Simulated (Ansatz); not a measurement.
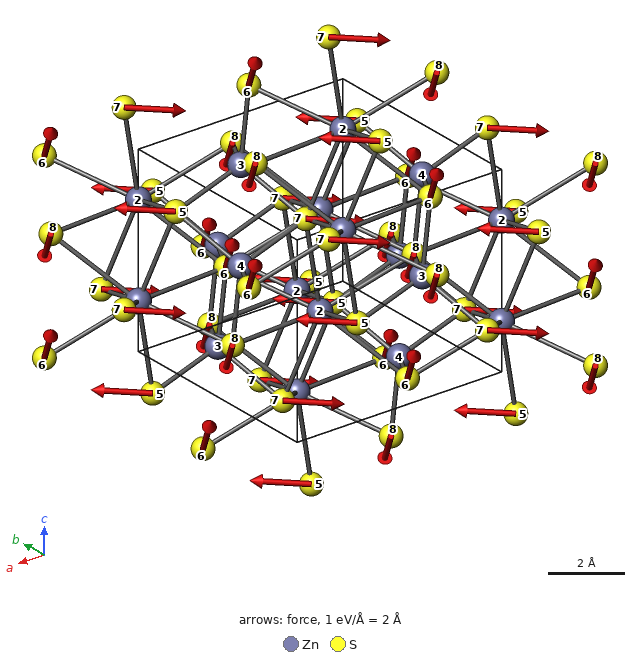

Starting geometry of crystalline ZnS (a generated structure, set up in I4/mcm) with the computed forces as red arrows. Style: ball-and-stick. Shown: the conventional cell (2 times the calculation's cell), from a free direction. Lengths and directions refer to the drawn axes.

The start is a swapped structure.

Theory: Ansatz 0.2.0, DFT, PAW plane waves, r2SCAN.

Input
```yaml
crystal:
  lattice:
    - [-3.418224, 3.418224, 2.983487]
    - [3.418224, -3.418224, 2.983487]
    - [3.418224, 3.418224, -2.983487]
  atoms:
    - { symbol: Zn, position: [0.25, 0.25, 0.0] }
    - { symbol: Zn, position: [0.75, 0.75, 0.0] }
    - { symbol: Zn, position: [0.75, 0.25, 0.5] }
    - { symbol: Zn, position: [0.25, 0.75, 0.5] }
    - { symbol: S, position: [0.679, 0.179, 0.858] }
    - { symbol: S, position: [0.179, 0.321, 0.5] }
    - { symbol: S, position: [0.321, 0.821, 0.142] }
    - { symbol: S, position: [0.821, 0.679, 0.5] }
  symmetry: { tolerance: 0.0003 }
kpoints:
  mp_grid: { grid: [6, 6, 6], shift: [0, 0, 0] }
magnetization:
  spin_polarized: false
scf:
  occupations: { method: methfessel_paxton, width: 0.0302 }
  lower_state_search: "off"
hamiltonian:
  pseudopotentials: { kind: paw }
  xc: r2scan
basis:
  ecutwfc: 500
  fft_grid_basis: typed
relax:
  max_steps: 60
  cell: { p_target: 5.0 }
output:
  forces: true
  stress: true
  eigenvalues: true
  bader: true
  populations: true
  elf: true
  write_potential: true
  volumetric_format: npy
  dos:
    e_range: [-12, 8]
    de: 0.05
    projected: { site_lists: { S: [S], Zn: [Zn] } }
  write_density: true
checkpoint:
  read: saved_state
```

Run as
```bash
ansatz run input.yaml --threads 2 --pin off --max-ram 3584MiB --backend cpu --events-out ev --progress --plain --runs-dir out
```

> Is this structure relaxed? If not, where do the atoms go?

It isn't relaxed: the largest force vector, on S atoms, is 0.83 eV/Å. The atoms end up moving mostly along the starting forces (cosine between the two patterns 1.00). The energy falls by 14.8 meV per atom in 4 accepted moves (5 points after the start). With the target pressure of 5 GPa, the enthalpy E + pV changes by −66.9 meV per atom. Largest force component: 0.59 eV/Å at the start, 0.005 eV/Å at the end. Pressure: −0.16 GPa at the start and 4.96 GPa at the end. At 1 point the geometry stayed and the basis and grid were re-selected for the new cell (energy shift of 0.4 meV per atom at most each time). The largest moves relative to the cell, 0.12 Å, are those of S5, S6, S7 and S8. S5 goes along [1 1 0]. Zn stays in place. The drawn cell changes as follows: a = b 6.836 → 6.482 Å (−5.2 %), c 5.967 → 6.001 Å (+0.6 %); the volume changes by −9.6 %. Among the contacts that change: Zn1–S5 2.922 → 2.791 Å, Zn3–S5 2.285 → 2.312 Å. The space group stays I4/mcm (No. 140). The run took 120 s on 2 threads of Arm Neoverse V2, on a shared host, peak memory 0.92 GiB.
